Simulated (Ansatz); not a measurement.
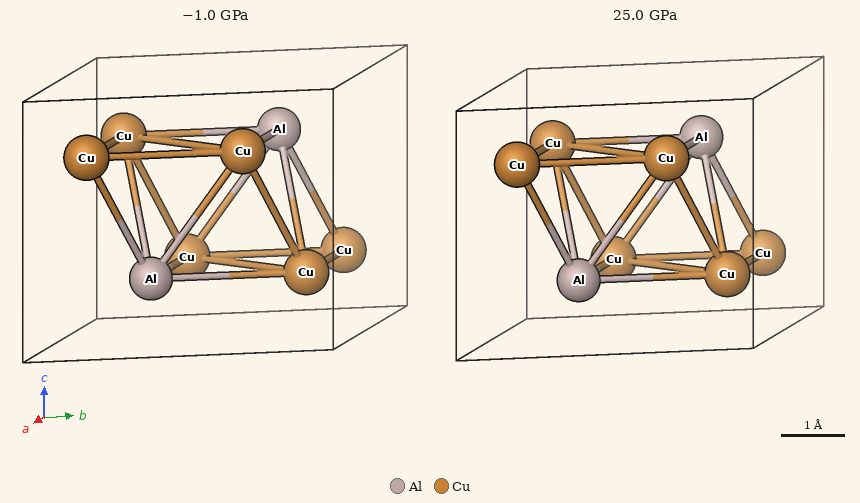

Solid AlCu3 (set up in P6_3/mmc), relaxed (cell and atoms) at several target pressures. The picture shows the first and the last member. The picture is a ball-and-stick view of the cell of the calculation, seen slightly off an axis.

Computed with Ansatz 0.2.0: DFT r2SCAN, scalar-relativistic, plane waves, PAW. Settings: plane-wave cutoff 500 eV; k-point mesh 12 × 12 × 8; occupations gaussian; smearing width 0.1 eV; no spin polarisation; cell and atoms relaxed; force threshold 0.008 eV/Å.

```json
{"pressure (GPa)": "−1.0", "volume (Å³/atom)": "12.135", "a (Å)": "5.167", "c (Å)": "4.198"}
{"pressure (GPa)": "0.0", "volume (Å³/atom)": "12.050", "a (Å)": "5.155", "c (Å)": "4.189"}
{"pressure (GPa)": "1.0", "volume (Å³/atom)": "?", "a (Å)": "?", "c (Å)": "?"}
{"pressure (GPa)": "4.0", "volume (Å³/atom)": "11.752", "a (Å)": "5.112", "c (Å)": "4.154"}
{"pressure (GPa)": "12.0", "volume (Å³/atom)": "11.266", "a (Å)": "5.040", "c (Å)": "4.096"}
{"pressure (GPa)": "25.0", "volume (Å³/atom)": "10.653", "a (Å)": "4.947", "c (Å)": "4.021"}
```

Fill in the missing row.

Murnaghan's form V = V₀(1 + B′P/B₀)^(−1/B′), with V₀ = 12.050 Å³ from the row at zero pressure, fits the other rows with B₀ = 152 GPa and B′ = 4.47 (largest miss 0.004 Å³). At 1.0 GPa it gives 12.050 × (1 + 4.47 × 1.0/152)^(−1/4.47) = 11.972 Å³ per atom. The calculation gives 11.975 Å³/atom (a = 5.144 Å, c = 4.180 Å). The estimate is 0.003 Å³/atom too low. From the first member to the last: Cu–Cu 2.602 → 2.488 Å, Al–Cu 2.581 → 2.471 Å, Cu–Cu 2.569 → 2.461 Å.

The whole series:

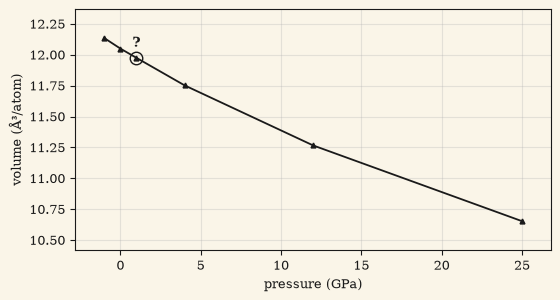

Each member starts from this one structure; whether another phase lies lower wasn't checked.
